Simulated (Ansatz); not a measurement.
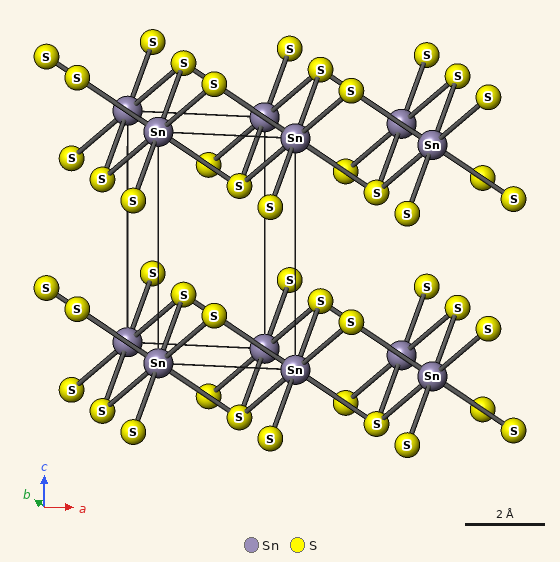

Reference structure: solid SnS$_{2}$ (built on the 1T (CdI2) bulk type). A ball-and-stick model of the cell of the calculation, repeated 2 × 1 × 1 with one cell outlined, seen slightly off an axis.

Computed with DFT, HSE06, plane waves, PAW in Ansatz. Settings: plane-wave cutoff 420 eV; k-point mesh 6 × 6 × 4; occupations fixed; no spin polarisation.

Now this is done to it. All lengths are scaled by −5.0 % (volume −14.3 %) and the S atoms are displaced by 0.12 Å relative to the cell. No relaxation follows.

### Predict the response.

Some distances before and after: S–Sn 2.571 → 2.512 Å. The space group stays P-3m1 (No. 164). It costs 108 meV per atom. The pressure goes from −0.1 to 9.9 GPa. The principal stresses (compression positive) are 4.9 GPa along c and 12.5 GPa across it. The largest forces, 0.23 eV/Å, act on 2 S atoms of the calculation's cell. The forces point straight back along the displacements (cosine −1.00). The band gap goes from 2.32 to 2.11 eV.

The changed structure in the same view:

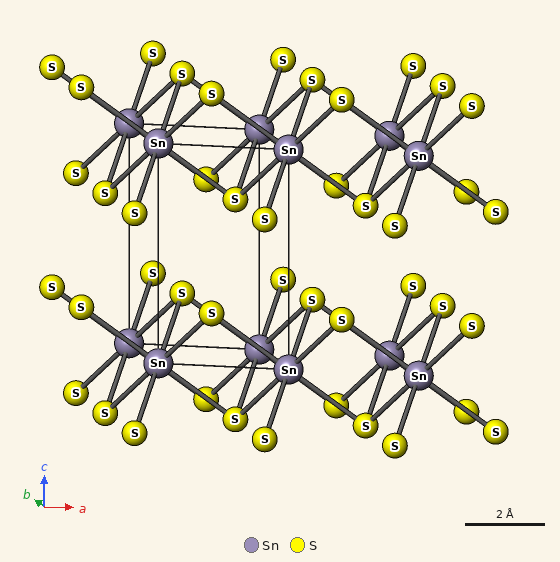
